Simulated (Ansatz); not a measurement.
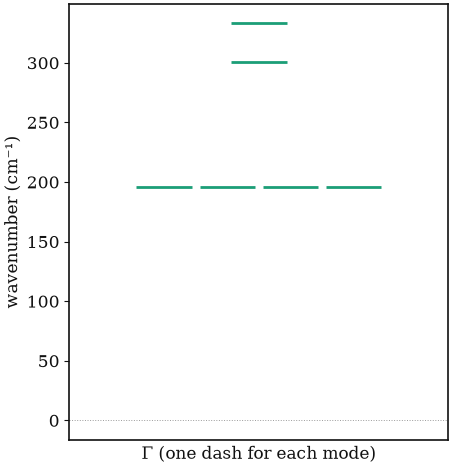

The figure shows the zone-centre optical phonon frequencies (the three acoustic modes are left out) for SnS₂, space group P-3m1 (No. 164).

The given structure:
```xyz
3
Lattice="3.6871 0.0000 0.0000 -1.8435 3.1931 0.0000 0.0000 0.0000 6.1410" Properties=species:S:1:pos:R:3 pbc="T T T"
Sn    0.0000    0.0000    0.0000
S     1.8435    1.0644    1.4786
S     0.0000    2.1287    4.6624
```

How it was computed, with Ansatz 0.2.0: harmonic phonon frequencies at the zone centre with atoms at rest in the given cell, without the long-range term of polar modes, the three translations left out, imaginary frequencies are negative; plane waves with PAW datasets, Γ-centred k mesh. Level: PBE, no spin polarisation.

- wave cutoff: 420 eV
- k mesh: 12×12×6
- occupations: fixed
- pressure: 1 GPa
- phonon method: linear response

> What do the frequencies say about stability?

No frequency is imaginary, so the structure is stable to these displacements (zone-boundary modes weren't tested here).

> What is the highest frequency?

The highest mode lies at 333.0 cm⁻¹ (without the field of polar modes).

Caveats: weakly bound, no dispersion correction.

The computed values:

| frequency (cm⁻¹) |
| --- |
| 195.9 |
| 195.9 |
| 197.1 |
| 197.1 |
| 300.3 |
| 333.0 |
